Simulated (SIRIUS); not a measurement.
SnSe

The calculation's input:

```
{
  "control": {
    "processing_unit": "cpu",
    "std_evp_solver_name": "lapack",
    "gen_evp_solver_name": "lapack",
    "verbosity": 2,
    "print_forces": true,
    "ortho_rf": true,
    "use_second_variation": true,
    "rmt_max": 3.0,
    "num_bands_to_print": 24,
    "save_wf": true
  },
  "parameters": {
    "electronic_structure_method": "full_potential_lapwlo",
    "xc_functionals": ["XC_GGA_X_PBE_SOL", "XC_GGA_C_PBE_SOL"],
    "core_relativity": "dirac",
    "valence_relativity": "iora",
    "num_fv_states": 29,
    "smearing": "fermi_dirac",
    "smearing_width": 0.0018374661,
    "pw_cutoff": 20,
    "gk_cutoff": 3.5,
    "lmax_apw": 10,
    "lmax_rho": 8,
    "lmax_pot": 8,
    "num_mag_dims": 0,
    "auto_rmt": 0,
    "ngridk": [8, 8, 8],
    "shiftk": [0, 0, 0],
    "num_dft_iter": 80,
    "energy_tol": 1e-07,
    "density_tol": 1e-05,
    "use_symmetry": true
  },
  "settings": {"tol_ne": 1e-10},
  "iterative_solver": {"type": "exact"},
  "mixer": {"type": "anderson", "beta": 0.5, "max_history": 8},
  "unit_cell": {
    "lattice_vectors": [[0.0, 5.6880756351, 5.6880756351], [5.6880756351, 0.0, 5.6880756351], [5.6880756351, 5.6880756351, 0.0]],
    "atom_types": ["Se", "Sn"],
    "atom_files": {"Se": "Se.json", "Sn": "Sn.json"},
    "atoms": {"Se": [[0.496378, 0.505111, 0.503625]], "Sn": [[-0.018403, 0.002314, 0.006399]]}
  }
}
```

Run with:

```sh
OMP_NUM_THREADS=1 sirius.scf --input=sirius_start.json --output=start.json
OMP_NUM_THREADS=1 sirius.scf --input=sirius.json --output=output.json --task=1
```

Below, planes, directions and counts refer to the conventional cell (a = 6.02 Å, b = 6.02 Å, c = 4.26 Å, α = 90.00°, β = 135.00°, γ = 90.00°).

Space group Cm.

Level of theory: Kohn-Sham DFT of a periodic cell, PBEsol, all-electron FP-LAPW (SIRIUS 7.12.0).

Q: What will maps of the electron density show?

A: Sn–Se (3.01 Å): ρ at the midpoint is about 0.23 e/Å³.

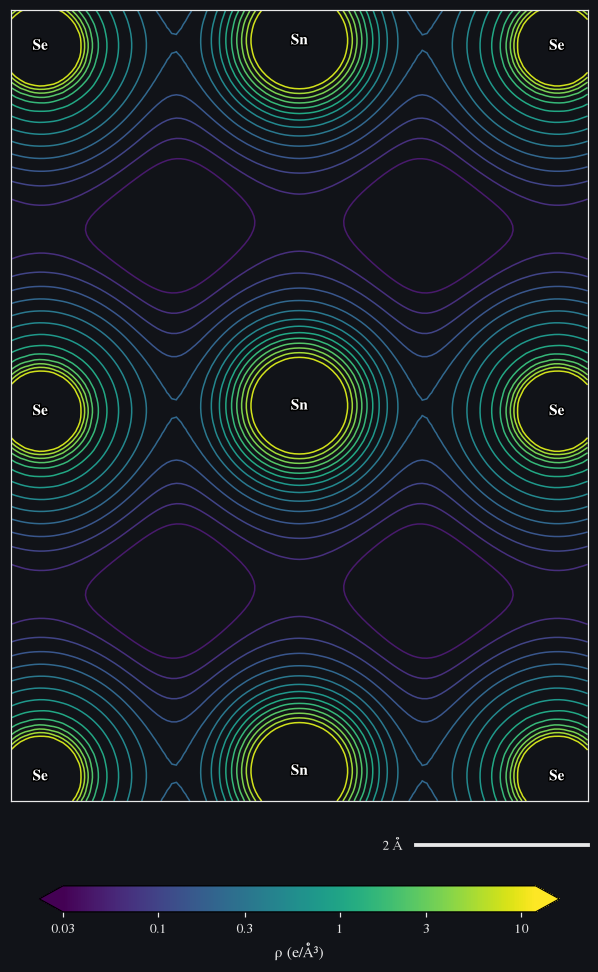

Computed electron density on the (101̄) plane of the conventional cell. 
